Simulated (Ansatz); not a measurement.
**Geometry relaxation, with input and output: Al$_{3}$O$_{4}$ (part 1 of 3)**

- system: Al$_{3}$O$_{4}$ (R-3m, 7 atoms in the cell)
- method: DFT PBE, scalar-relativistic, plane waves, PAW, no spin polarisation (Ansatz 0.2.0)

The structure was made by swapping elements on the sites of another compound; it need not be a known phase. It belongs to a series of runs on one base structure; here: anti-Sn4As3 type (R-3m, No. 166).

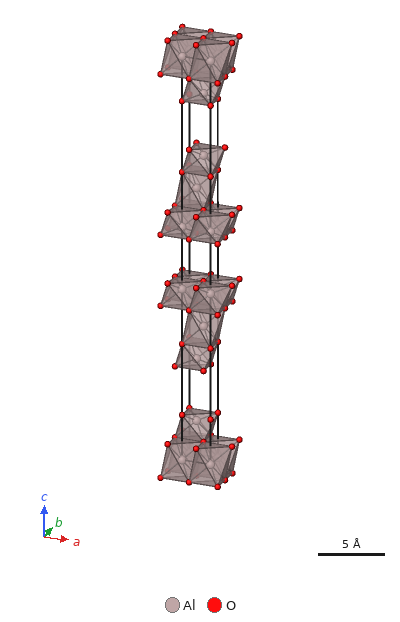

The structure as given in the input (polyhedral view of the cell 3 times as large as that of the calculation, set on its symmetry axes, seen slightly off an axis; polyhedra are completed across the faces of the cell).

## Input
```yaml
crystal:
  lattice:
    - [1.4543755733, 0.8396841288, 10.499753984]
    - [-1.4543755733, 0.8396841288, 10.499753984]
    - [0.0, -1.6793682575, 10.499753984]
  atoms:
    - { symbol: Al, position: [0.0, 0.0, 0.0] }
    - { symbol: Al, position: [0.5768109137, 0.5768109137, 0.5768109137] }
    - { symbol: Al, position: [0.4231890863, 0.4231890863, 0.4231890863] }
    - { symbol: O, position: [0.8888325652, 0.8888325652, 0.8888325652] }
    - { symbol: O, position: [0.1111674348, 0.1111674348, 0.1111674348] }
    - { symbol: O, position: [0.7129603176, 0.7129603176, 0.7129603176] }
    - { symbol: O, position: [0.2870396824, 0.2870396824, 0.2870396824] }
basis:
  ecutwfc: 420
kpoints:
  mp_grid: { grid: [12, 12, 12] }
hamiltonian:
  xc: pbe
scf:
  occupations: { method: gaussian, width: 0.1 }
output:
  forces: true
  stress: true
  eigenvalues: true
relax:
  adjacent_minimum: "off"
  f_tol: 0.01
  max_steps: 80
  cell: { stress_tol: 0.05 }
```

Launched with:
```bash
ansatz run input.yaml --threads 1 --pin off --max-ram 2560MiB --backend cpu --events-out ev --progress --plain --runs-dir out
```

## Output
```
basis.fft_grid_basis auto: the FFT boxes are laid along the combinations [[1, 0, -1], [0, 1, -1], [0, 0, 1]] of the cell's own vectors, 2.909, 2.909 and 10.633 Å long. The dense box has 20×20×72 points. Along the cell's own vectors, as sized, it would have 72×72×72, 12.96 times as many. Of the 12 symmetry operations that the crystal satisfies within crystal.symmetry.tolerance (time reversal apart; of a slab, those that keep its plane) the dense box along the cell's own vectors carries 12, and the one as laid loses 8 of those. basis.fft_grid_basis: typed keeps the cell's own vectors: state it where this run's energies or levels are differenced outside the engine with another run's, or held beside a run that keeps those vectors.
Engine: ansatz 0.2.0, x86_64-unknown-linux-gnu
Pseudopotentials: kind: paw
Pseudopotential: Al, paw, valence charge 3, recommended cutoff 420 eV (normal), Al.paw.azcp
Pseudopotential: O, paw, valence charge 6, recommended cutoff 420 eV (normal), O.paw.azcp
Functional definition: PBE
  parameter kappa = 0.804
  parameter beta = 0.06672455060314922
  exchange = pbe_x(kappa = kappa, mu = beta*pi^2/3)
  correlation = pbe_c(beta = beta)
Crystal: 7 atoms, lattice volume = 76.935 Å³
Basis set: ecut = 420 eV, 1481 PW (Γ), FFT grids on a1−a3, a2−a3, a3, exchange–correlation on 40×40×144 points (8 copies of the dense FFT grid, shifted against one another)
Bands: 24, of which v1, the nominal top of the filled ones, is band 17 counted from 1 (16 counted from 0)
Symmetry: 12 space group operations
Space group: R-3m (ITA 166), of the structure as read, at distance tolerance 4.3e-5 Å
k-points: 189 of 1728
Non-local potential: Al, projectors of the file, l = 0: 2, l = 1: 2, l = 2: 1
Non-local potential: O, projectors of the file, l = 0: 2, l = 1: 2, l = 2: 1
PAW form: soft (Blöchl's): semilocal exchange-correlation on the pseudo side does not see the compensation charge
PAW one-centre angular grid: Al, 110 points (default); XC on 64 Gauss nodes
PAW one-centre angular grid: O, 110 points (default); XC on 64 Gauss nodes
Initial density: superposition of atomic densities (neutral atoms: chi_scale 0, normalization atom), corrected by the library's trained network
Initial wavefunctions: pseudopotential atomic-orbital guess
Functional: x = pbe(κ = 0.804, μ = 0.2195149727645171), c = pbe(β = 0.06672455060314922)
SCF iter   1: F=—  HF=-3888.396336 eV  |F-HF|=—  |Δ(HF+E_count)|=         —  Δρ=1.11e-2  dr2=1.55e-1  ethr=1.77e-3  ⟨swp⟩=7.8  Hψ=27680  notcnv=0  defer=9
preconditioner: auto → LDOS  [metal: Δε(μ)=0.001 eV  Ē_g=15.104 eV  σ=0.100 eV  W_gap=0.01  n_scr=6 (ndim 8)  ℏωp=24.3 eV  f_vac=0.103  D(μ)=2.10/eV (n_scr^D=6)  β→1.0]
SCF iter   2: F=—  HF=-3888.371294 eV  |F-HF|=—  |Δ(HF+E_count)|=   2.50e-2  Δρ=6.64e-3  dr2=5.73e-2  ethr=4.69e-4  ⟨swp⟩=2.5  Hψ=8586  notcnv=0  defer=382
SCF iter   3: F=—  HF=-3888.361334 eV  |F-HF|=—  |Δ(HF+E_count)|=   9.96e-3  Δρ=4.65e-3  dr2=2.53e-2  ethr=1.74e-4  ⟨swp⟩=2.1  Hψ=7129  notcnv=0  defer=382
SCF iter   4: F=—  HF=-3888.357972 eV  |F-HF|=—  |Δ(HF+E_count)|=   3.36e-3  Δρ=3.33e-3  dr2=1.03e-2  ethr=7.67e-5  ⟨swp⟩=2.1  Hψ=6240  notcnv=0  defer=388
SCF iter   5: F=—  HF=-3888.355041 eV  |F-HF|=—  |Δ(HF+E_count)|=   2.93e-3  Δρ=8.86e-4  dr2=8.69e-4  ethr=3.13e-5  ⟨swp⟩=2.1  Hψ=6511  notcnv=0  defer=392
SCF iter   6: F=—  HF=-3888.354845 eV  |F-HF|=—  |Δ(HF+E_count)|=   1.96e-4  Δρ=1.64e-4  dr2=1.45e-5  ethr=2.63e-6  ⟨swp⟩=2.5  Hψ=7531  notcnv=0  defer=384
SCF iter   7: F=—  HF=-3888.354621 eV  |F-HF|=—  |Δ(HF+E_count)|=   2.24e-4  Δρ=3.33e-5  dr2=3.28e-7  ethr=4.38e-8  ⟨swp⟩=2.2  Hψ=7380  notcnv=0  defer=387
SCF iter   8: F=-3888.354622 eV  HF=-3888.354622 eV  |F-HF|=1.52e-9  |Δ(HF+E_count)|=   4.45e-7  Δρ=7.87e-6  dr2=2.72e-8  ethr=3.03e-10  ⟨swp⟩=12.1  Hψ=25652  notcnv=0
SCF 1 converged in 8 iterations: F = -3888.354622 eV  dr2 = 2.72e-8
  greatest PAW one-centre occupation: 0.871 electrons in one spin orbital (limit 2), on the O atom at site 6 (counted from 0), in its partial waves of l = 0
relax step   1: F+E_penalty+E_count = -3888.35462164 eV  Δ(F+E_penalty+E_count) = +0.000e0 eV  max|allowed force component| = 1.547e-2 eV/Å  Δτ_max = 0.0000 Å  P = +0.083 GPa  Ω = 76.935 Å³  (8 SCF iters, dr2 threshold 1.00e-7 eV, accepted)
Crystal: 7 atoms, lattice volume = 77.399 Å³
Basis set: ecut = 420 eV, 1517 PW (Γ), FFT grids on a1−a3, a2−a3, a3, exchange–correlation on 40×40×144 points (8 copies of the dense FFT grid, shifted against one another)
Initial density: handed on by an earlier stage of this run
Initial wavefunctions: those handed on with the density
iter 1 solved again at ethr=8.68e-6 eV; its pass at ethr=3.10e-3 eV (dr2=2.86e-3 eV) is discarded
SCF iter   1: F=—  HF=-3888.353939 eV  |F-HF|=—  |Δ(HF+E_count)|=         —  Δρ=2.32e-3  dr2=2.91e-3  ethr=8.68e-6  ⟨swp⟩=2.3  Hψ=26223  notcnv=0
preconditioner: auto → LDOS  [metal: Δε(μ)=0.001 eV  Ē_g=14.963 eV  σ=0.100 eV  W_gap=0.01  n_scr=6 (ndim 8)  ℏωp=24.2 eV  f_vac=0.110  D(μ)=2.11/eV (n_scr^D=6)  β→1.0]
SCF iter   2: F=—  HF=-3888.354044 eV  |F-HF|=—  |Δ(HF+E_count)|=   1.05e-4  Δρ=1.21e-3  dr2=1.11e-3  ethr=8.68e-6  ⟨swp⟩=2.1  Hψ=7092  notcnv=0
SCF iter   3: F=—  HF=-3888.353683 eV  |F-HF|=—  |Δ(HF+E_count)|=   3.61e-4  Δρ=3.78e-4  dr2=1.11e-4  ethr=3.37e-6  ⟨swp⟩=2.0  Hψ=6728  notcnv=0
SCF iter   4: F=—  HF=-3888.353474 eV  |F-HF|=—  |Δ(HF+E_count)|=   2.09e-4  Δρ=1.27e-4  dr2=2.29e-5  ethr=3.37e-7  ⟨swp⟩=2.5  Hψ=8072  notcnv=0
SCF iter   5: F=—  HF=-3888.353470 eV  |F-HF|=—  |Δ(HF+E_count)|=   3.92e-6  Δρ=6.98e-5  dr2=9.24e-6  ethr=6.95e-8  ⟨swp⟩=2.3  Hψ=6369  notcnv=0
SCF iter   6: F=—  HF=-3888.353468 eV  |F-HF|=—  |Δ(HF+E_count)|=   1.98e-6  Δρ=3.42e-5  dr2=1.46e-6  ethr=2.80e-8  ⟨swp⟩=1.4  Hψ=5111  notcnv=0
SCF iter   7: F=-3888.353468 eV  HF=-3888.353468 eV  |F-HF|=6.24e-8  |Δ(HF+E_count)|=   2.90e-7  Δρ=1.05e-5  dr2=8.39e-8  ethr=3.60e-10  ⟨swp⟩=5.0  Hψ=23180  notcnv=0
SCF 2 converged in 7 iterations: F = -3888.353468 eV  dr2 = 8.39e-8
relax step   2: F+E_penalty+E_count = -3888.35346794 eV  Δ(F+E_penalty+E_count) = +1.154e-3 eV  max|allowed force component| = 7.799e-3 eV/Å  Δτ_max = 0.0216 Å  P = +0.048 GPa  Ω = 77.399 Å³  energy of the carried Pulay correction = -1.794e-3 eV  (7 SCF iters, dr2 threshold 1.19e-7 eV, accepted)
Crystal: 7 atoms, lattice volume = 77.742 Å³
iter 1 solved again at ethr=4.48e-6 eV; its pass at ethr=3.10e-3 eV (dr2=1.48e-3 eV) is discarded
SCF iter   1: F=—  HF=-3888.352586 eV  |F-HF|=—  |Δ(HF+E_count)|=         —  Δρ=1.65e-3  dr2=1.49e-3  ethr=4.48e-6  ⟨swp⟩=2.1  Hψ=24917  notcnv=0
preconditioner: auto → LDOS  [metal: Δε(μ)=0.001 eV  Ē_g=14.962 eV  σ=0.100 eV  W_gap=0.01  n_scr=6 (ndim 8)  ℏωp=24.2 eV  f_vac=0.112  D(μ)=2.11/eV (n_scr^D=6)  β→1.0]
SCF iter   2: F=—  HF=-3888.352635 eV  |F-HF|=—  |Δ(HF+E_count)|=   4.90e-5  Δρ=8.77e-4  dr2=5.75e-4  ethr=4.48e-6  ⟨swp⟩=2.1  Hψ=7094  notcnv=0
SCF iter   3: F=—  HF=-3888.352452 eV  |F-HF|=—  |Δ(HF+E_count)|=   1.83e-4  Δρ=2.79e-4  dr2=6.17e-5  ethr=1.74e-6  ⟨swp⟩=2.1  Hψ=6734  notcnv=0
SCF iter   4: F=—  HF=-3888.352299 eV  |F-HF|=—  |Δ(HF+E_count)|=   1.52e-4  Δρ=9.47e-5  dr2=1.34e-5  ethr=1.87e-7  ⟨swp⟩=2.5  Hψ=8032  notcnv=0
SCF iter   5: F=—  HF=-3888.352296 eV  |F-HF|=—  |Δ(HF+E_count)|=   2.81e-6  Δρ=5.56e-5  dr2=5.52e-6  ethr=4.06e-8  ⟨swp⟩=2.5  Hψ=6466  notcnv=0
SCF iter   6: F=—  HF=-3888.352295 eV  |F-HF|=—  |Δ(HF+E_count)|=   1.21e-6  Δρ=2.55e-5  dr2=7.65e-7  ethr=1.67e-8  ⟨swp⟩=1.7  Hψ=5419  notcnv=0
SCF iter   7: F=—  HF=-3888.352295 eV  |F-HF|=—  |Δ(HF+E_count)|=   1.53e-7  Δρ=7.53e-6  dr2=4.27e-8  ethr=2.32e-9  ⟨swp⟩=2.3  Hψ=6761  notcnv=0
SCF iter   8: F=-3888.352295 eV  HF=-3888.352295 eV  |F-HF|=1.22e-10  |Δ(HF+E_count)|=   5.29e-9  Δρ=1.46e-6  dr2=6.41e-10  ethr=1.20e-10  ⟨swp⟩=5.8  Hψ=18960  notcnv=0
SCF 3 converged in 8 iterations: F = -3888.352295 eV  dr2 = 6.41e-10
relax step   3: F+E_penalty+E_count = -3888.35229490 eV  Δ(F+E_penalty+E_count) = +1.173e-3 eV  max|allowed force component| = 1.581e-3 eV/Å  Δτ_max = 0.0152 Å  P = +0.007 GPa  Ω = 77.742 Å³  energy of the carried Pulay correction = -3.109e-3 eV  (8 SCF iters, dr2 threshold 3.97e-8 eV, accepted)
Initial wavefunctions: pseudopotential atomic-orbital guess (no wavefunctions were taken with the density)
iter 1 solved again at ethr=2.50e-7 eV; its pass at ethr=3.10e-3 eV (dr2=8.26e-5 eV) is discarded
SCF iter   1: F=—  HF=-3888.355905 eV  |F-HF|=—  |Δ(HF+E_count)|=         —  Δρ=1.66e-4  dr2=1.71e-6  ethr=2.50e-7  ⟨swp⟩=3.4  Hψ=39355  notcnv=0
preconditioner: auto → LDOS  [metal: Δε(μ)=0.001 eV  Ē_g=14.967 eV  σ=0.100 eV  W_gap=0.01  n_scr=6 (ndim 8)  ℏωp=24.2 eV  f_vac=0.111  D(μ)=2.11/eV (n_scr^D=6)  β→1.0]
SCF iter   2: F=—  HF=-3888.355976 eV  |F-HF|=—  |Δ(HF+E_count)|=   7.14e-5  Δρ=4.13e-5  dr2=7.87e-7  ethr=5.19e-9  ⟨swp⟩=3.1  Hψ=9338  notcnv=0
SCF iter   3: F=—  HF=-3888.355976 eV  |F-HF|=—  |Δ(HF+E_count)|=   3.45e-7  Δρ=1.94e-5  dr2=1.90e-7  ethr=2.39e-9  ⟨swp⟩=2.2  Hψ=7819  notcnv=0
SCF iter   4: F=—  HF=-3888.355976 eV  |F-HF|=—  |Δ(HF+E_count)|=   1.19e-7  Δρ=3.84e-6  dr2=4.86e-9  ethr=5.76e-10  ⟨swp⟩=2.2  Hψ=6983  notcnv=0
SCF iter   5: F=—  HF=-3888.355976 eV  |F-HF|=—  |Δ(HF+E_count)|=   1.34e-8  Δρ=1.70e-6  dr2=2.19e-9  ethr=1.47e-11  ⟨swp⟩=2.1  Hψ=7255  notcnv=0
SCF iter   6: F=—  HF=-3888.355976 eV  |F-HF|=—  |Δ(HF+E_count)|=  2.45e-10  Δρ=6.91e-7  dr2=5.46e-10  ethr=6.63e-12  ⟨swp⟩=2.4  Hψ=7130  notcnv=0
SCF iter   7: F=—  HF=-3888.355976 eV  |F-HF|=—  |Δ(HF+E_count)|=  1.00e-10  Δρ=2.12e-7  dr2=9.23e-11  ethr=1.65e-12  ⟨swp⟩=2.0  Hψ=6671  notcnv=0
SCF iter   8: F=-3888.355976 eV  HF=-3888.355976 eV  |F-HF|=9.09e-12  |Δ(HF+E_count)|=  2.36e-11  Δρ=7.19e-8  dr2=1.18e-11  ethr=1.00e-12  ⟨swp⟩=6.0  Hψ=18218  notcnv=0
SCF 4 converged in 8 iterations: F = -3888.355976 eV  dr2 = 1.18e-11
relax step   4: F+E_penalty+E_count = -3888.35597624 eV  Δ(F+E_penalty+E_count) = -3.681e-3 eV  max|allowed force component| = 1.361e-3 eV/Å  Δτ_max = 0.0000 Å  P = +0.089 GPa  Ω = 77.742 Å³  stress off target by 1.80e-1 GPa  SCF on the basis re-selected at this cell (its energy is not comparable with the rows above)  (8 SCF iters)
basis re-selected at this cell: Δ(F+E_penalty+E_count) = -3.681e-3 eV, ΔP = +0.082 GPa vs the last step (what re-selecting the basis moved, of the pressure what is left beyond the Pulay correction that the steps carried, after the strain that the cell walked since its last selection, with what the two solves' SCF thresholds leave and, on support functions, any second-order correction that the steps lacked; it is no measure of the basis error at this ecutwfc). This SCF's stress stands 1.80e-1 GPa from its target on what of the cell is left free (relax.cell.stress_tol is 5.00e-2 GPa) and its largest allowed force component is 1.36e-3 eV/Å (relax.f_tol is 1.00e-2 eV/Å): not within both, so this SCF does not close the relaxation
Crystal: 7 atoms, lattice volume = 78.268 Å³
Basis set: ecut = 420 eV, 1529 PW (Γ), FFT grids on a1−a3, a2−a3, a3, exchange–correlation on 40×40×144 points (8 copies of the dense FFT grid, shifted against one another)
iter 1 solved again at ethr=9.85e-6 eV; its pass at ethr=3.10e-3 eV (dr2=3.25e-3 eV) is discarded
SCF iter   1: F=—  HF=-3888.354687 eV  |F-HF|=—  |Δ(HF+E_count)|=         —  Δρ=2.44e-3  dr2=3.30e-3  ethr=9.85e-6  ⟨swp⟩=2.4  Hψ=27241  notcnv=0
preconditioner: auto → LDOS  [metal: Δε(μ)=0.002 eV  Ē_g=14.954 eV  σ=0.100 eV  W_gap=0.01  n_scr=8 (ndim 8)  ℏωp=24.1 eV  f_vac=0.119  D(μ)=2.11/eV (n_scr^D=6)  β→1.0]
SCF iter   2: F=—  HF=-3888.354760 eV  |F-HF|=—  |Δ(HF+E_count)|=   7.35e-5  Δρ=1.27e-3  dr2=1.29e-3  ethr=9.85e-6  ⟨swp⟩=2.0  Hψ=7161  notcnv=0
SCF iter   3: F=—  HF=-3888.354344 eV  |F-HF|=—  |Δ(HF+E_count)|=   4.16e-4  Δρ=3.97e-4  dr2=1.24e-4  ethr=3.90e-6  ⟨swp⟩=2.0  Hψ=6720  notcnv=0
SCF iter   4: F=—  HF=-3888.354326 eV  |F-HF|=—  |Δ(HF+E_count)|=   1.89e-5  Δρ=1.39e-4  dr2=2.67e-5  ethr=3.75e-7  ⟨swp⟩=2.5  Hψ=8195  notcnv=0
SCF iter   5: F=—  HF=-3888.354234 eV  |F-HF|=—  |Δ(HF+E_count)|=   9.19e-5  Δρ=7.65e-5  dr2=1.08e-5  ethr=8.09e-8  ⟨swp⟩=2.1  Hψ=6300  notcnv=0
SCF iter   6: F=—  HF=-3888.354231 eV  |F-HF|=—  |Δ(HF+E_count)|=   2.32e-6  Δρ=3.65e-5  dr2=1.60e-6  ethr=3.26e-8  ⟨swp⟩=1.6  Hψ=5338  notcnv=0
SCF iter   7: F=—  HF=-3888.354231 eV  |F-HF|=—  |Δ(HF+E_count)|=   3.30e-7  Δρ=1.08e-5  dr2=8.86e-8  ethr=4.85e-9  ⟨swp⟩=2.3  Hψ=6480  notcnv=0
SCF iter   8: F=-3888.354231 eV  HF=-3888.354231 eV  |F-HF|=3.13e-10  |Δ(HF+E_count)|=   1.15e-8  Δρ=2.04e-6  dr2=1.28e-9  ethr=2.45e-10  ⟨swp⟩=6.0  Hψ=19283  notcnv=0
SCF 5 converged in 8 iterations: F = -3888.354231 eV  dr2 = 1.28e-9
relax step   5: F+E_penalty+E_count = -3888.35423100 eV  Δ(F+E_penalty+E_count) = +1.745e-3 eV  max|allowed force component| = 1.816e-3 eV/Å  Δτ_max = 0.0230 Å  P = +0.014 GPa  Ω = 78.268 Å³  energy of the carried Pulay correction = -2.082e-3 eV  (8 SCF iters, dr2 threshold 8.08e-8 eV, accepted)
Basis set: ecut = 420 eV, 1529 PW (Γ), FFT grids on a1−a3, a2−a3, a3, exchange–correlation on 40×40×150 points (8 copies of the dense FFT grid, shifted against one another)
iter 1 solved again at ethr=2.19e-7 eV; its pass at ethr=3.10e-3 eV (dr2=7.23e-5 eV) is discarded
```
